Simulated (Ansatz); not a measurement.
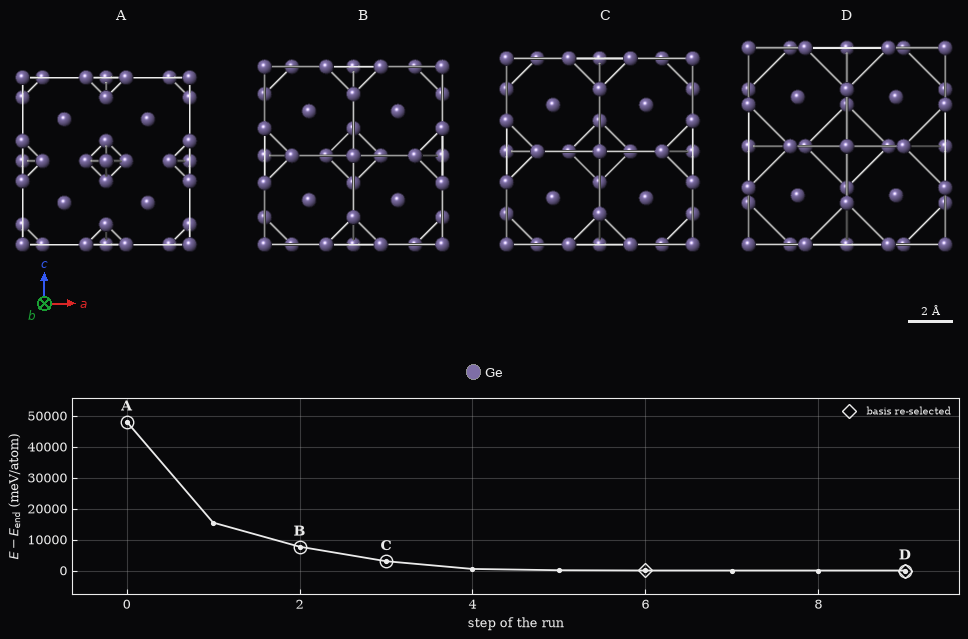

Frames of a relaxation of crystalline Ge (a generated structure, set up in F-43m) (coarse preliminary run), marked on the history of the run. The picture is a ball-and-stick view of the conventional cell (4 times the calculation's cell), seen along the b axis. Lengths and directions refer to the drawn axes.

Method: DFT PBE, scalar-relativistic, plane waves, PAW in Ansatz 0.2.0.

Input
```yaml
crystal:
  lattice:
    - [0.0, 3.87210216, 3.87210216]
    - [3.87210216, 0.0, 3.87210216]
    - [3.87210216, 3.87210216, 0.0]
  atoms:
    - { symbol: Ge, position: [0.38024624, 0.61975376, 0.61975376] }
    - { symbol: Ge, position: [0.61975376, 0.38024624, 0.38024624] }
    - { symbol: Ge, position: [0.61975376, 0.38024624, 0.61975376] }
    - { symbol: Ge, position: [0.38024624, 0.61975376, 0.38024624] }
    - { symbol: Ge, position: [0.61975376, 0.61975376, 0.38024624] }
    - { symbol: Ge, position: [0.38024624, 0.38024624, 0.61975376] }
    - { symbol: Ge, position: [0.75, 0.75, 0.75] }
    - { symbol: Ge, position: [0.0, 0.0, 0.0] }
basis:
  ecutwfc: 420
kpoints:
  mp_grid: { grid: [4, 4, 4] }
hamiltonian:
  xc: pbe
scf:
  occupations: { method: gaussian, width: 0.1 }
  lower_state_search: "off"
output:
  forces: true
  stress: true
  eigenvalues: true
relax:
  adjacent_minimum: "off"
  f_tol: 0.04
  max_steps: 70
  cell: { stress_tol: 0.4 }
```

Launched with:
```bash
ansatz run input.yaml --threads 1 --pin off --max-ram 2560MiB --backend cpu --events-out ev --progress --plain --runs-dir out
```

Describe the path.

Answer. The largest moves relative to the cell, 0.84 Å, are those of Ge1, Ge2, Ge3, Ge4, Ge5 and Ge6. Ge2 goes along −a. Cell: a = b = c 7.744 → 9.117 Å (+17.7 %). Volume +63.2 %. Some distances before and after: Ge1–Ge2 1.855 → 3.856 Å, Ge1–Ge3 1.312 → 2.726 Å, Ge1–Ge8 2.945 → 2.631 Å. The space group stays F-43m (No. 216). Over 7 accepted moves (9 points after the start) the energy falls by 48135 meV per atom. Largest force component: 330 eV/Å at the start, 0.02 eV/Å at the end. The pressure goes from 856.91 to 0.03 GPa. The SCF was repeated twice at an unchanged geometry on a basis and grid sized afresh for the cell, which shifted the energy by 82.8 meV per atom at most. From step 0 to 2: Ge atoms move most (0.28 Å), volume +20.6 %, energy −40440 meV per atom. From step 2 to 3: Ge atoms move most (0.10 Å), volume +14.8 %, energy −4693 meV per atom. From step 3 to 9: Ge atoms move most (0.42 Å), volume +17.9 %, energy −3002 meV per atom.

| step | E − E(0), meV/atom | largest force component, eV/Å | pressure, GPa | volume, Å³/atom | note |
| --- | --- | --- | --- | --- | --- |
| 0 | 0.00 | 330.1177 | 856.91 | 14.514 |  |
| 1 | -32647.76 | 112.1822 | 355.43 | 15.210 |  |
| 2 | -40439.83 | 58.0016 | 177.97 | 17.503 |  |
| 3 | -45132.99 | 25.5330 | 75.96 | 20.087 |  |
| 4 | -47633.99 | 5.5987 | 13.54 | 22.914 |  |
| 5 | -48049.32 | 0.0320 | 0.25 | 23.050 |  |
| 6 | -48132.14 | 0.0225 | 1.38 | 23.050 | same geometry, new basis |
| 7 | -48134.06 | 0.1494 | -0.13 | 23.681 |  |
| 8 | -48134.75 | 0.0197 | 0.03 | 23.683 |  |
| 9 | -48134.84 | 0.0197 | 0.03 | 23.683 | same geometry, new basis |
